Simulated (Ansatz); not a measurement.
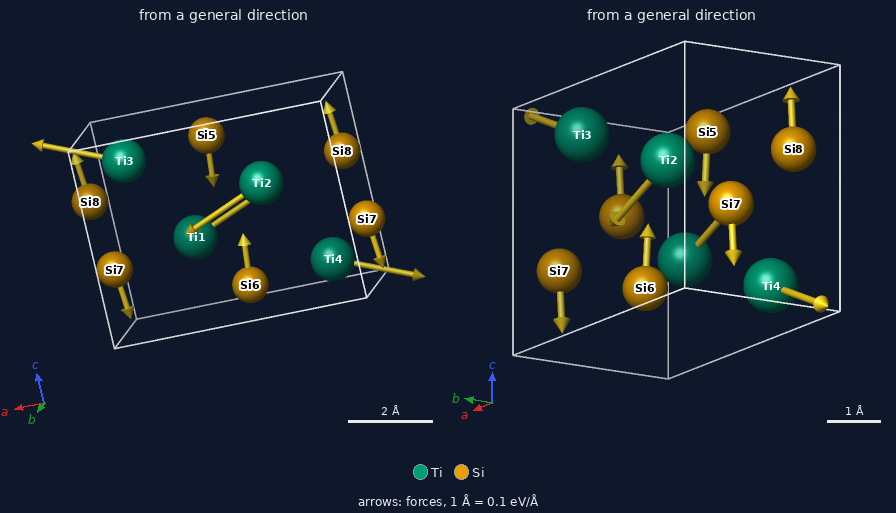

We look at a spheres-only model of the crystal from two general directions. Atoms at the boundary of the simulation cell (the box) are drawn once for each face, edge or corner they touch. The arrows are the computed forces on the atoms.

System: TiSi. Theory: DFT PBEsol, scalar-relativistic, plane waves, PAW in Ansatz 0.2.0. Numerical settings: plane waves to 420 eV, a 6×12×8 k-point grid, Gaussian smearing of 0.15 eV, no spin polarisation.

Question: Could this be the end point of a relaxation?

Answer: No. The atoms still feel forces of up to about 0.18 eV/Å, above a usual threshold of 0.01 to 0.03 eV/Å.

Question: Name the atom under the greatest force.

Answer: All Ti atoms, about 0.18 eV/Å.

Question: Mean force by element?

Answer: Mean magnitudes: about Ti 0.18 eV/Å, Si 0.086 eV/Å.

Starting structure: a structure listed in the Materials Project. The cell was then strained or its atoms displaced on purpose. It was run through Ansatz as a DFT input.
